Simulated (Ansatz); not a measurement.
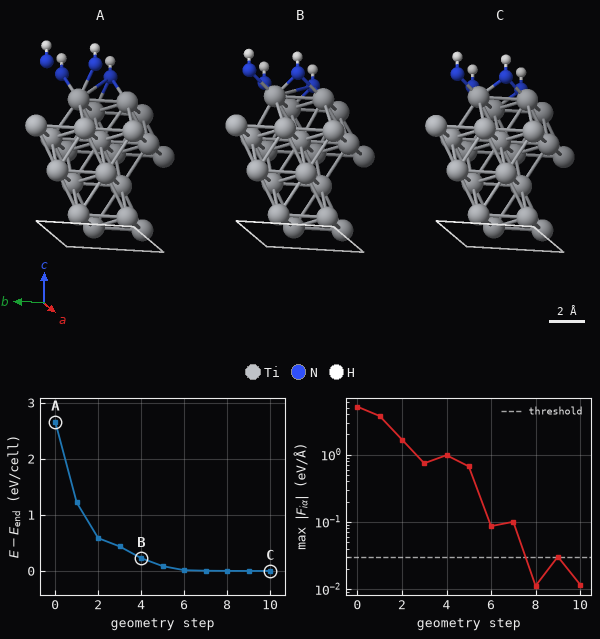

Frames of a constrained relaxation of a slab of composition Ti₄HN (cut from the Fm-3m phase), marked on the history of the run. The picture is a ball-and-stick view of the 2 × 2 repeat of the cell, outlined in the plane, without the vacuum, seen from a free direction.

Case: NH put at a bridge Ti-Ti site. The slab is the (1 1 1) face of Ti with NH on it. 2 atoms are held fixed.

Level of theory: DFT PBEsol, scalar-relativistic, plane waves, PAW (Ansatz 0.2.0). (plane-wave cutoff 420 eV; k-point mesh 12 × 12 × 1; occupations gaussian; smearing width 0.1 eV; no spin polarisation; dipole correction; atoms relaxed in a fixed cell; force threshold 0.03 eV/Å; at most 70 steps)

Question: Describe the path.

Answer: The energy falls by 2.663 eV per cell of the calculation in 10 geometry steps. Largest force component: 5.2 eV/Å at the start, 0.012 eV/Å at the end. The largest move is that of the N atom, 1.03 Å at 54° to the normal (−c side). Largest moves by element: N 1.03 Å, H 0.93 Å, Ti 0.14 Å. The lattice vectors keep their values. Some distances before and after: N–Ti 3.079 → 1.973 Å, N–Ti 3.079 → 3.479 Å, N–Ti 2.317 → 1.971 Å, Ti–Ti 2.744 → 2.874 Å. New bonds form, among them: N–Ti (3.08 → 1.97 Å). Bond angles that change, for instance: Ti–N–H 150.4° → 121.8°, Ti–N–Ti 76.5° → 93.4°, Ti–N–H 132.2° → 123.3°. From step 0 to 4: the N atom moves most (0.54 Å), energy −2.434 eV per cell of the calculation. From step 4 to 10: the N atom moves most (0.64 Å), energy −0.229 eV per cell of the calculation.

Limits of the set-up: the periodic images lie only 2.9 Å apart, so the values are limited by the cell's size.
